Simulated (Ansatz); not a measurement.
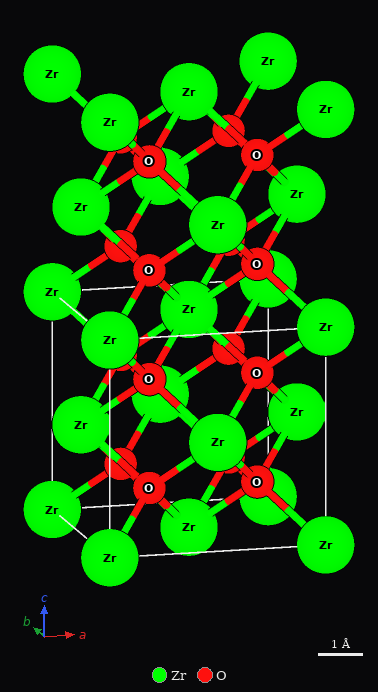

The starting point is a crystal of ZrO2 (built on the fluorite type) at its r2SCAN-relaxed geometry. The picture is a ball-and-stick view of the conventional cell (4 times the calculation's cell), repeated 1 × 1 × 2 with one cell outlined, seen slightly off an axis. Lengths and directions refer to the drawn axes.

All numbers below come from DFT, HSE06, plane waves, PAW (Ansatz 0.2.0). Settings: plane-wave cutoff 420 eV; k-point mesh 6 × 6 × 6; occupations fixed; no spin polarisation.

The variant: The cell is strained by −1.0 % along c and none across it (volume −1.0 %). The atoms were relaxed with r2SCAN under that strain, and this is a single point on that geometry.

What does the calculation give for the changed structure?

Answer. The energy changes by less than 1 meV per atom. Pressure: −3.0 GPa before, −0.4 GPa after. The principal stresses (compression positive) are 2.8 GPa along c and −2.0 GPa across it. All forces vanish by symmetry. Among the bonded contacts that change: O–Zr 2.204 → 2.196 Å. The space group (tolerance 0.01 Å) goes from Fm-3m (No. 225) to I4/mmm (No. 139).
